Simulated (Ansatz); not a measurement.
System: Ti, space group Fm-3m (No. 225).

Starting cell:
```yaml
crystal:
  lattice:
    - [0.00000, -2.03000, -2.03000]
    - [-2.03000, 0.00000, -2.03000]
    - [2.03000, 2.03000, -4.06000]
  atoms:
    - { symbol: Ti, position: [0.50000, 0.50000, 0.50000] }
    - { symbol: Ti, position: [0.00000, 0.00000, 0.00000] }
```

Displacement pattern for amplitude 1 (x, y, z for each atom, in the order of the cell):
```tsv
atom	x	y	z
Ti1	-0.58	-0.58	0.58
Ti2	0.58	0.58	-0.58
```

Computed with Ansatz 0.2.0: a normal mode of the cell frozen into a crystal at growing amplitude, by plane-wave density functional theory with PAW datasets, free energies less that of the undisturbed cell, pressure positive in compression; scalar-relativistic. Level: PBEsol, no spin polarisation.

- wave cutoff: 420 eV
- k mesh: 18×18×20
- occupations: Gaussian
- smearing width: 0.15 eV
- k shift: (0, 0, 0) (mesh steps)
- start: as given

The points at mode amplitude −0.09, −0.03, 0.06 and 0.12 follow from computed ones by symmetry.

Predict the energy change, force along the mode and pressure against mode amplitude. The mode amplitude takes the values −0.120, −0.090, −0.060, −0.030, 0.000, 0.015, 0.030, 0.045, 0.060, 0.075, 0.090, 0.105, 0.120 Å.

The energy rises on both sides of the starting structure, which is therefore a minimum along this path. The energy change is 114.2 meV/cell at mode amplitude −0.120 Å and 114.2 meV/cell at 0.120 Å; the lowest computed point is at mode amplitude 0.000 Å (0.0 meV/cell), and no other minimum shows. The force along the mode falls from 2.24 eV/Å at mode amplitude −0.120 Å to −2.24 eV/Å at 0.120 Å, and changes sign near 0.000 Å. The pressure goes from 2.462 GPa at mode amplitude −0.120 Å to 2.462 GPa at 0.120 Å, not monotonically, with a low of −0.282 GPa at 0.000 Å, and changes sign near −0.036 Å and 0.038 Å.

```
mode amplitude, largest move (Å)  energy change (meV/cell)  force along the mode (eV/Å)  pressure (GPa)
                          -0.120                     114.2                         2.24           2.462
                          -0.090                      58.5                         1.49           1.265
                          -0.060                      23.4                         0.87           0.406
                          -0.030                       5.2                         0.37          -0.112
                           0.000                       0.0                         0.00          -0.282
                           0.015                       1.3                        -0.17          -0.240
                           0.030                       5.2                        -0.37          -0.112
                           0.045                      12.5                        -0.60           0.103
                           0.060                      23.4                        -0.87           0.406
                           0.075                      38.6                        -1.16           0.793
                           0.090                      58.5                        -1.49           1.265
                           0.105                      83.6                        -1.85           1.821
                           0.120                     114.2                        -2.24           2.462
```

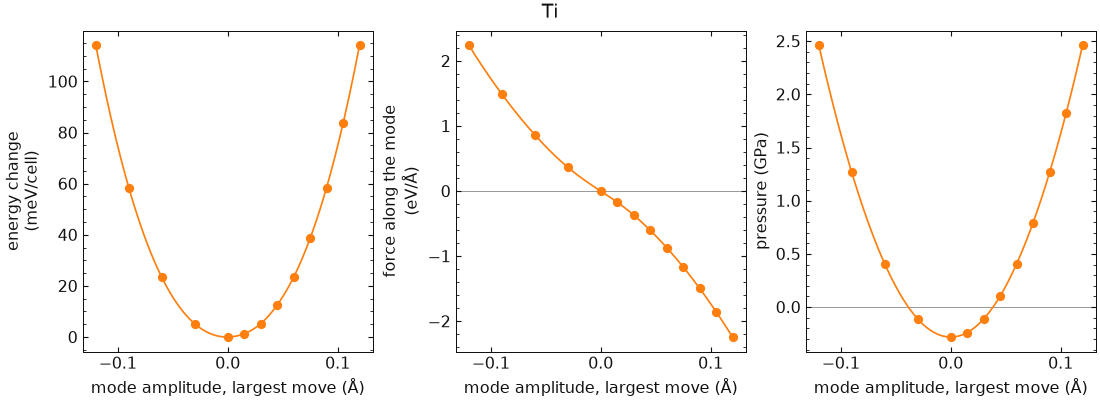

Note: reference crystal is not relaxed.
